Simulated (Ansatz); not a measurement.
# CdF2 (Fm-3m): phonons and vibrational spectra, part 2 of 3

Wanted: phonon frequencies of CdF2 (Fm-3m) and what follows from them.

Ansatz 0.2.0; DFT LDA, scalar-relativistic, plane waves, PAW.

So far. Step 3 (Relaxing to small forces for the phonons): The forces vanish by symmetry and the pressure is -0.002 GPa, within the tolerances set. The cell now holds 12.39 Å³/atom. The relaxed cell has a = 5.297 Å (conventional setting).

## Step 4: Zone-centre response

The zone centre comes first: it holds the modes that light can see, as far as symmetry allows. The response to a homogeneous field gives the Born charges and the dielectric tensor, and its change with displacement the Raman tensors.

input.yaml

```yaml
crystal:
  lattice:
    - [0.0, 2.6487099343, 2.6487099343]
    - [2.6487099343, 0.0, 2.6487099343]
    - [2.6487099343, 2.6487099343, 0.0]
  atoms:
    - { symbol: Cd, position: [0.0, 0.0, 0.0] }
    - { symbol: F, position: [0.25, 0.25, 0.25] }
    - { symbol: F, position: [0.75, 0.75, 0.75] }
kpoints:
  mp_grid: { grid: [8, 8, 8] }
hamiltonian:
  xc: lda
scf:
  occupations: { method: fixed }
output:
  eigenvalues: true
phonons:
  method: dfpt
  dielectric: true
  rigid_motions: translations
  raman: true
```

Run with:

```
$ ansatz run input.yaml --threads 4 --pin off --max-ram 7168MiB --backend cpu --events-out ev --progress --plain --runs-dir out
```

Numbers of over 12 decimals in the logs are rounded to 6 here.

Log:

```text
[...]
Crystal: 3 atoms, lattice volume = 37.165 Å³
Basis set: ecut = 420 eV, 725 PW (Γ), exchange–correlation on 54×54×54 points (8 copies of the dense FFT grid, shifted against one another)
Bands: 21, of which v1, the nominal top of the filled ones, is band 17 counted from 1 (16 counted from 0)
Symmetry: 48 space group operations
k-points: 95 of 512 (irreducible under 4 space group operations, time reversal used)
[...]
SCF iter   1: F=—  HF=-9706.395915 eV  |F-HF|=—  |Δ(HF+E_count)|=         —  Δρ=2.36e-2  dr2=1.45e-1  ethr=1.77e-3  ⟨swp⟩=4.1  Hψ=7136  notcnv=0  defer=144
[...]
SCF iter   7: F=-9706.351559 eV  HF=-9706.351559 eV  |F-HF|=3.64e-12  |Δ(HF+E_count)|=  3.51e-10  Δρ=2.16e-7  dr2=7.67e-12  ethr=1.00e-12  ⟨swp⟩=5.6  Hψ=11355  notcnv=0
SCF 1 converged in 7 iterations: F = -9706.351559 eV  dr2 = 7.67e-12
[...]
DFPT response loops at Γ: preconditioner auto → none (the input reference at scf.mixing.eps_inf says where Resta's filter doesn't serve); β = 0.50; Broyden in place of MSR1
── the response to a field inside a basis, on 8×8×8 k-points: an SCF that follows is theirs, and a resumed run solves both again ──
Bands: 18, of which v1, the nominal top of the filled ones, is band 17 counted from 1 (16 counted from 0)
k-points: 60 of 512 (irreducible under 12 space group operations)
[...]
Eigensolver: Dense (60 Hₖ)
SCF iter   1: F=—  HF=-9706.354163 eV  |F-HF|=—  |Δ(HF+E_count)|=         —  Δρ=1.21e-3  dr2=8.06e-5  ethr=1.00e-1
[...]
SCF iter   6: F=-9706.354128 eV  HF=-9706.354128 eV  |F-HF|=1.82e-11  |Δ(HF+E_count)|=   2.81e-9  Δρ=3.53e-7  dr2=2.84e-11  ethr=1.99e-11
SCF 1 converged in 6 iterations: F = -9706.354128 eV  dr2 = 2.84e-11
[...]
SCF converged after 7 iterations
Free energy (F): -9706.351559 eV
[...]
Internal energy: -9706.351559 eV  (E = F + TS)
E sigma→0 (E₀):  -9706.351559 eV
Fermi energy:    6.809697 eV
[...]
--- Band table (eV; the first three rows and the last of 95) ---
  k-point 0: bands = [... 13 lower, 5.6546, 6.4038, 6.4038, 6.4038, 9.8021, 19.3470, 19.3470, 19.3470]
  k-point 1: bands = [... 13 lower, 5.5612, 6.2497, 6.3949, 6.3949, 10.4165, 18.6201, 19.6036, 19.6036]
  k-point 2: bands = [... 13 lower, 5.2695, 5.6410, 6.4087, 6.4087, 11.7833, 17.4427, 20.2719, 20.2719]
  k-point 94: bands = [... 13 lower, 5.1451, 5.1451, 6.0643, 6.8097, 15.0468, 18.0058, 18.5627, 18.5627]
--- Phonons (Γ-DFPT): 2 representative perturbations + reference, on 95 of 512 k-points (Σ response iterations 8) ---
  k mesh reduced under 4 symmetry operations, with k and −k counted as one. Each operation leaves every solved perturbation unchanged. A smaller set is not considered because the run solves the response to a homogeneous field
  ASR residual: 5.038e-5 → 0.000e0 eV/Å²; symmetrization residual: 1.342e-6 eV/Å²
  ASR residual per site (eV/Å²): 5.04e-5 4.80e-5 4.80e-5
  Γ frequencies (cm⁻¹): 0.00 0.00 0.00 236.95 236.95 236.95 318.77 318.77 318.77
  ε∞ (high-frequency dielectric tensor):
        2.934089    -0.000000     0.000000
        0.000000     2.934089     0.000000
       -0.000000     0.000000     2.934089
  ε⁰ (static dielectric tensor: ions relaxed, cell fixed):
        7.953720     0.000000    -0.000000
        0.000000     7.953720     0.000000
       -0.000000     0.000000     7.953720
  ε⁰ − ε∞ (ionic part):
        5.019631     0.000000    -0.000000
        0.000000     5.019631     0.000000
       -0.000000     0.000000     5.019631
  softest optical mode at Γ: 236.95 cm⁻¹; the repairs (sum rule, projections) moved no ω² at Γ by more than (0.93 cm⁻¹)²
  Born effective charges Z* (e; rows j = field, columns β = displacement):
    site 0:
         2.45859   -0.00000    0.00000
         0.00000    2.45859    0.00000
         0.00000   -0.00000    2.45859
    site 1:
        -1.22929    0.00000   -0.00000
        -0.00000   -1.22929    0.00000
         0.00000    0.00000   -1.22929
    site 2:
        -1.22929    0.00000   -0.00000
        -0.00000   -1.22929   -0.00000
         0.00000    0.00000   -1.22929
  Z* charge neutrality: 2.686e-5 e pre-enforcement
  k-mesh period / interband length: 30.0 Å / 1.35 Å = 22.13 at k = (0.0000, 0.0000, 0.0000), direct gap 3.398 eV — 14 or more, which is no proof of convergence
  Raman tensors (in the event stream and the table raman_tensors.tsv): an entry may err by 7.6e-3 Å², one of the second-order susceptibility by 1.7e-20 pm/V (basis, points and sum rule); their sum over the sites missed zero by 2.220e-16 Å² ahead of its enforcement
  optical modes at Γ without the LO–TO term, one row a degenerate level:
      ω (cm⁻¹)  modes    IR ((D/Å)²/amu)  static Raman (Å⁴/amu)  depolarisation
        236.95      3            14.7321                 0.0000               —
        318.77      3             0.0000                 5.5139           0.750
  optical modes at Γ + LO–TO along q̂ = [1.0000, 0.0000, 0.0000]:
      ω (cm⁻¹)  modes    IR ((D/Å)²/amu)  static Raman (Å⁴/amu)  depolarisation
        236.95      2             9.8214                 0.0000               —
        318.77      3             0.0000                 5.5139           0.750
        390.12      1             4.9107                 0.0000               —
  optical modes at Γ + LO–TO along q̂ = [0.0000, 1.0000, 0.0000]:
      ω (cm⁻¹)  modes    IR ((D/Å)²/amu)  static Raman (Å⁴/amu)  depolarisation
        236.95      2             9.8214                 0.0000               —
        318.77      3             0.0000                 5.5139           0.750
        390.12      1             4.9107                 0.0000               —
  optical modes at Γ + LO–TO along q̂ = [0.0000, 0.0000, 1.0000]:
      ω (cm⁻¹)  modes    IR ((D/Å)²/amu)  static Raman (Å⁴/amu)  depolarisation
        236.95      2             9.8214                 0.0000               —
        318.77      3             0.0000                 5.5139           0.750
        390.12      1             4.9107                 0.0000               —
```

It took 2.2 min on 4 threads of Arm Neoverse V1, shared host; peak memory 1 GiB.

Reading the cycles: dr2 is the Hartree energy of the density residual (eV), the measure of convergence; HF is the Harris–Foulkes estimate of the energy, which meets the free energy F at convergence.

This step gave:

```
sum-rule residual before enforcement                    : 5.04e-5 eV/Å²
miss of the charge sum rule                             : 2.69e-5 e
point group                                             : m-3m
highest optical mode at the zone centre (no LO-TO term) : 318.8 cm⁻¹
lowest optical zone-centre mode                         : 236.9 cm⁻¹
mean high-frequency dielectric constant                 : 2.934
largest Born charge (third of the trace)                : 2.459 e
mean static dielectric constant                         : 7.954
top of the zone-centre spectrum with the field          : 390.1 cm⁻¹
```

Without the LO-TO term. Patterns of degenerate modes are one choice out of their space. Modes at Γ, with each element's share of the kinetic energy:

| mode | frequency (cm⁻¹) | symmetry | Cd % | F % |
| --- | --- | --- | --- | --- |
| 1 | 0.0 | acoustic | 75 | 25 |
| 2 | 0.0 | acoustic | 75 | 25 |
| 3 | 0.0 | acoustic | 75 | 25 |
| 4 | 236.9 | T1u | 25 | 75 |
| 5 | 236.9 | T1u | 25 | 75 |
| 6 | 236.9 | T1u | 25 | 75 |
| 7 | 318.8 | T2g | 0 | 100 |
| 8 | 318.8 | T2g | 0 | 100 |
| 9 | 318.8 | T2g | 0 | 100 |

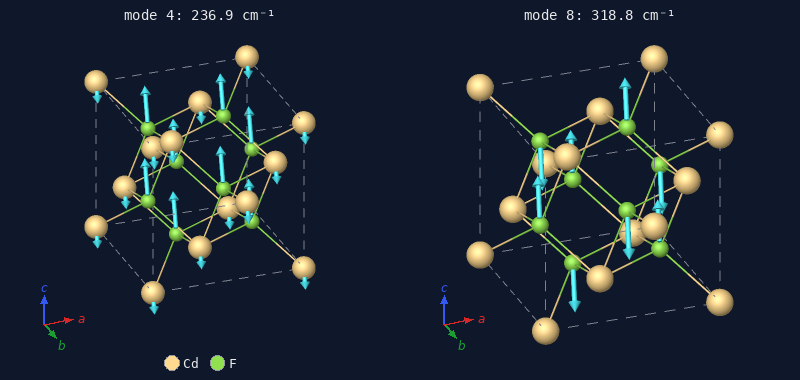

Displacement patterns of modes 4 and 8 at Γ; arrows are exaggerated. Some periodic images of atoms are drawn too.

Optical modes at the zone centre, without and with the macroscopic field of the longitudinal modes; each column is sorted by frequency, so a row need not hold one and the same mode. Modes with and without the field, by row:

| rank among optical modes | no field (cm⁻¹) | q along (1, 0, 0) (cm⁻¹) |
| --- | --- | --- |
| 1 | 236.9 | 236.9 |
| 2 | 236.9 | 236.9 |
| 3 | 236.9 | 318.8 |
| 4 | 318.8 | 318.8 |
| 5 | 318.8 | 318.8 |
| 6 | 318.8 | 390.1 |

Born charge (rows field, columns displacement) (e), principal values of the symmetric part by kind of site:

| atom | atoms with these values | low | middle | high | mean |
| --- | --- | --- | --- | --- | --- |
| Cd1 | 1 | 2.46 | 2.46 | 2.46 | 2.46 |
| F2 | 2 | -1.23 | -1.23 | -1.23 | -1.23 |

In full for Cd1:

```
2.46 0.00 0.00
0.00 2.46 0.00
0.00 0.00 2.46
```

High-frequency dielectric tensor:

```
2.93 0.00 0.00
0.00 2.93 0.00
0.00 0.00 2.93
```

Static dielectric tensor (ions relaxed, fixed cell):

```
7.95 0.00 0.00
0.00 7.95 0.00
0.00 0.00 7.95
```

Transverse modes. Infrared lines, with heights relative to the strongest:

| position (cm⁻¹) | label | relative intensity |
| --- | --- | --- |
| 237 | T1u | 100 |
| 319 | T2g | 0.0 |

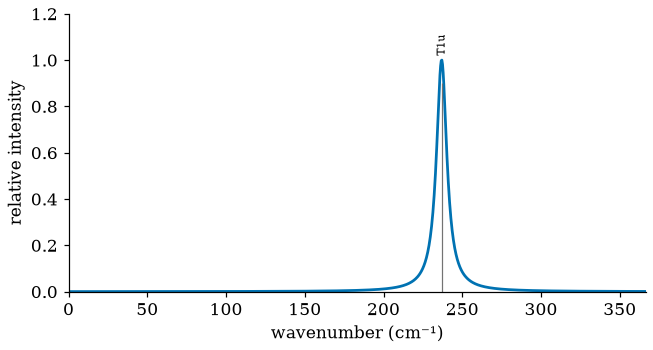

The infrared spectrum, broadened with Lorentzians of width 8 cm⁻¹; bars mark the lines.

Activity x (w_L - w)^4 (n + 1)/w, 532 nm, 300 K; modes without the macroscopic field alone. Lines of the Raman spectrum (strongest = 100):

| position (cm⁻¹) | label | relative intensity |
| --- | --- | --- |
| 237 | T1u | 0.0 |
| 319 | T2g | 100 |

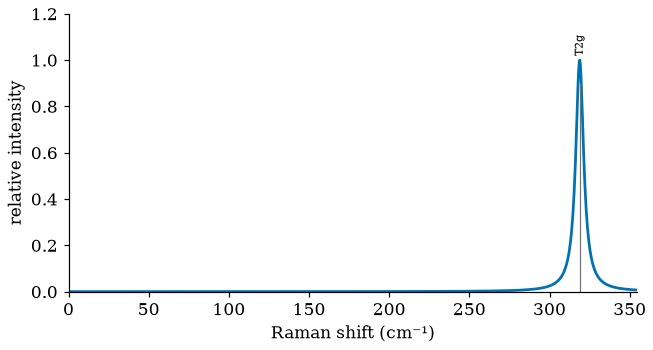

The Raman spectrum, broadened with Lorentzians of width 6 cm⁻¹; bars mark the lines.

Before it was imposed, the acoustic sum rule was missed by 5.0e-5 eV/Å² and the charge sum rule by 2.7e-5 e. Small misses are needed for a sound result but don't prove that mesh and cutoff are converged. The lowest optical mode is real, 237 cm⁻¹.

## Step 5: Phonons on a q mesh

Stability and thermal properties need the whole zone. Linear response on a 4×4×4 q mesh gives force constants as far as a supercell of that size would, and the tensors from the zone-centre run are typed in so that the long-range dipole term is interpolated apart.

input.yaml, the sections that differ from step 4:

```yaml
phonons:
  method: dfpt
  qmesh: [4, 4, 4]
  temperatures: { t_max: 1000, t_step: 50 }
  qpath:
    path:
      - [[0.0, 0.0, 0.0], [0.5, 0.0, 0.5], [0.625, 0.25, 0.625]]
      - [[0.375, 0.375, 0.75], [0.0, 0.0, 0.0], [0.5, 0.5, 0.5], [0.5, 0.25, 0.75], [0.5, 0.0, 0.5]]
    npoints: 10
  non_analytic_term:
    high_frequency_dielectric_tensor: [[2.9341, 0.0, 0.0], [0.0, 2.9341, 0.0], [0.0, 0.0, 2.9341]]
    born_effective_charges:
      - { species: Cd, tensor: [[2.4586, 0.0, 0.0], [0.0, 2.4586, 0.0], [0.0, 0.0, 2.4586]] }
      - { species: F, tensor: [[-1.2293, 0.0, 0.0], [0.0, -1.2293, 0.0], [0.0, 0.0, -1.2293]] }
      - { species: F, tensor: [[-1.2293, 0.0, 0.0], [0.0, -1.2293, 0.0], [0.0, 0.0, -1.2293]] }
    source: "zone-centre run at this cell"
# crystal, kpoints, hamiltonian, scf, output: as in step 4
```

Log:

```text
Warning: phonons: the dynamical matrix that this run interpolates holds no multipole term above the dipole-dipole one, and a site of this crystal is no centre of inversion, so its interpolated transverse optical and acoustic branches and sound speeds can stay off near Gamma, and the density of states and the thermodynamics with them. What a run solves at a wave vector of phonons.qpoints, Gamma apart, where the deck admits one, is free of this, and under fd what a larger phonons.supercell samples
[...]
Crystal: 3 atoms, lattice volume = 37.165 Å³
Basis set: ecut = 420 eV, 725 PW (Γ), exchange–correlation on 54×54×54 points (8 copies of the dense FFT grid, shifted against one another)
Bands: 21, of which v1, the nominal top of the filled ones, is band 17 counted from 1 (16 counted from 0)
Symmetry: 48 space group operations
k-points: 29 of 512
[...]
SCF iter   1: F=—  HF=-9706.395907 eV  |F-HF|=—  |Δ(HF+E_count)|=         —  Δρ=2.36e-2  dr2=1.45e-1  ethr=1.77e-3  ⟨swp⟩=4.1  Hψ=2173  notcnv=0  defer=39
[...]
SCF iter   7: F=-9706.351559 eV  HF=-9706.351559 eV  |F-HF|=0.00e0  |Δ(HF+E_count)|=  3.29e-10  Δρ=2.19e-7  dr2=7.94e-12  ethr=1.00e-12  ⟨swp⟩=5.4  Hψ=3456  notcnv=0
SCF 1 converged in 7 iterations: F = -9706.351559 eV  dr2 = 7.94e-12
[...]
NSCF: frozen V_eff on 29 k-points
[...]
DFPT response loops at q = (0, 0, 0) (fractional): preconditioner auto → none (the input reference at scf.mixing.eps_inf says where Resta's filter doesn't serve); β = 0.50; Broyden in place of MSR1
[...]
SCF converged after 7 iterations
Free energy (F): -9706.351559 eV
[...]
Internal energy: -9706.351559 eV  (E = F + TS)
E sigma→0 (E₀):  -9706.351559 eV
Fermi energy:    6.809697 eV
[...]
--- Band table (eV; the first three rows and the last of 29) ---
  k-point 0: bands = [... 13 lower, 5.6546, 6.4038, 6.4038, 6.4038, 9.8021, 19.3470, 19.3470, 19.3470]
  k-point 1: bands = [... 13 lower, 5.5612, 6.2497, 6.3949, 6.3949, 10.4165, 18.6201, 19.6036, 19.6036]
  k-point 2: bands = [... 13 lower, 5.2695, 5.6410, 6.4087, 6.4087, 11.7833, 17.4427, 20.2719, 20.2719]
  k-point 28: bands = [... 13 lower, 5.1451, 5.1451, 6.0643, 6.8097, 15.0468, 18.0058, 18.5627, 18.5627]
--- Phonons (Γ-DFPT): 2 representative perturbations + reference (Σ response iterations 8) ---
  ASR residual: 5.124e-5 → 0.000e0 eV/Å²; symmetrization residual: 6.452e-7 eV/Å²
  ASR residual per site (eV/Å²): 5.12e-5 4.87e-5 4.87e-5
  Γ frequencies (cm⁻¹): 0.00 0.00 0.00 236.95 236.95 236.95 318.77 318.77 318.77
--- Phonons (arbitrary-q DFPT): 8 irreducible q on the 4×4×4 mesh ---
  q = [0.0000, 0.0000, 0.0000] (star 1, of the zone-centre solve; hermiticity 2.20e-7, symmetrization 1.97e-12): -0.00 -0.00 0.00 236.95 236.95 236.95 318.77 318.77 318.77
  q = [0.0000, 0.0000, 0.2500] (star 8, 2 solved perturbations on 288 of 512 k-point pairs; hermiticity 7.39e-7, symmetrization 1.26e-12): 63.95 63.95 124.99 248.47 248.47 311.49 311.49 312.75 378.62
[...]
q = [0.0000, 0.2500, 0.2500] (star 6, 4 solved perturbations in 528 linear systems a pass and spin channel, the states on 164 of 512 k-point pairs; hermiticity 3.22e-7, symmetrization 3.98e-13): 61.42 61.42 149.30 204.29 204.29 246.37 345.27 345.27 400.13
[...]
sum rule: each row above includes the acoustic sum rule's correction from the zone centre's row sums; it moved no ω² by more than (0.83 cm⁻¹)²
  mesh force constants: q→R imaginary residual 3.81e-18; ASR residual 5.124e-5 → 0.000e0 eV/Å²; symmetrization residual 8.882e-15 eV/Å²
  interpolated dispersion: 63 rows × 9 modes
  density of states and harmonic sums: on the 20×20×20 q-mesh, interpolated from the force constants of a 4×4×4 supercell (with the dipole–dipole term of supplied tensors)
  largest difference from the sums on the solved wave vectors: F 1.22e-2 eV, S 1.62e-5 and C_V 3.99e-6 eV/K
  zero-point energy: 0.129157 eV/cell   skipped modes (ω ≤ 0): 3   left out of the sums: 4.17e-5 of the cell's modes: C_V's classical limit lies that fraction below 3 k_B per atom; for a crystal, a wire or a layer, F and S can be off by more, and a phonons.interpolated_qmesh denser along its periods is the remedy for the sampling
```

Run time: 2.1 min. Hardware: 4 threads; peak memory 1.1 GiB.

This step gave:

```yaml
sum_rule_residual_before_enforcement: 5.12e-5 eV/Å²
lowest_frequency_on_the_path: 0 cm⁻¹
highest_frequency_on_the_path_or_at_a_solved_wavevector: 413.6 cm⁻¹
mean_frequency: 231.5 cm⁻¹
debye_temperature_second_moment: 472 K
logarithmic_mean_frequency: 204 cm⁻¹
lowest_mode_on_the_q_mesh_acoustic_modes_at_gamma_apart: 61.42 cm⁻¹
zero_point_energy_per_atom: 43.05 meV
heat_capacity_at_300_k: 22.19 J/(mol atoms K)
vibrational_entropy_at_300_k: 26.95 J/(mol atoms K)
```

Frequencies (cm⁻¹) solved at each irreducible wavevector; negative means imaginary. Frequencies by wavevector, by row:

| q in reciprocal lattice units | star | mode 1 | mode 2 | mode 3 | mode 4 | mode 5 | mode 6 | mode 7 | mode 8 | mode 9 |
| --- | --- | --- | --- | --- | --- | --- | --- | --- | --- | --- |
| 0 0 0 | 1 | 0 | 0 | 0 | 236.9 | 236.9 | 236.9 | 318.8 | 318.8 | 318.8 |
| 0 0 0.25 | 8 | 64 | 64 | 125 | 248.5 | 248.5 | 311.5 | 311.5 | 312.8 | 378.6 |
| 0 0 -0.5 | 4 | 88.3 | 88.3 | 186.8 | 266.2 | 266.2 | 298.7 | 298.7 | 307.1 | 361.2 |
| 0 0.25 0.25 | 6 | 61.4 | 61.4 | 149.3 | 204.3 | 204.3 | 246.4 | 345.3 | 345.3 | 400.1 |
| 0 0.25 -0.5 | 24 | 96.2 | 121.7 | 171.3 | 186.1 | 203.1 | 229.7 | 344.6 | 349.2 | 397.6 |
| 0 0.25 -0.25 | 12 | 91.1 | 102.7 | 161.2 | 183.1 | 253.8 | 287.4 | 307.7 | 337.5 | 389.4 |
| 0 -0.5 -0.5 | 3 | 110.8 | 110.8 | 117.1 | 156 | 156 | 199.4 | 365.9 | 365.9 | 413.6 |
| 0.25 -0.5 -0.25 | 6 | 114.8 | 137 | 139.2 | 158 | 158 | 292.2 | 292.2 | 376.7 | 404.2 |

Interpolated from a 4×4×4 q mesh, with the LO-TO term (at Γ the limit along the path; where Γ stands inside the path, tables give the limit on arrival). Phonon branches along the path, in cm⁻¹:

| point | branch 1 | branch 2 | branch 3 | branch 4 | branch 5 | branch 6 | branch 7 | branch 8 | branch 9 |
| --- | --- | --- | --- | --- | --- | --- | --- | --- | --- |
| Γ | 0 | 0 | 0 | 237 | 237 | 319 | 319 | 319 | 390 |
| X | 111 | 111 | 117 | 156 | 156 | 199 | 366 | 366 | 414 |
| U | 105 | 127 | 141 | 179 | 191 | 217 | 350 | 356 | 406 |
| jump to K | 105 | 127 | 141 | 179 | 191 | 217 | 350 | 356 | 406 |
| Γ | 0 | 0 | 0 | 237 | 237 | 319 | 319 | 319 | 390 |
| L | 88 | 88 | 187 | 266 | 266 | 299 | 299 | 307 | 361 |
| W | 115 | 137 | 139 | 158 | 158 | 292 | 292 | 377 | 404 |
| X | 111 | 111 | 117 | 156 | 156 | 199 | 366 | 366 | 414 |

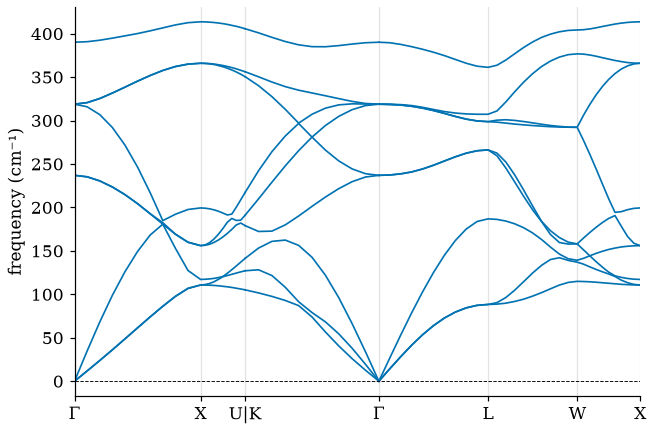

Phonon branches along the path.

(Part 2 of 3 ends here.)

[Logs are printed without paths, hosts, clocks, repeated set-up lines and the standing remarks that a program may print on its own settings, such as how far it seeks lower states.]

[Hosts, paths, dates, database ids (printed as entryN), source tags and the programs' standing remarks are cut or masked in the printed files.]
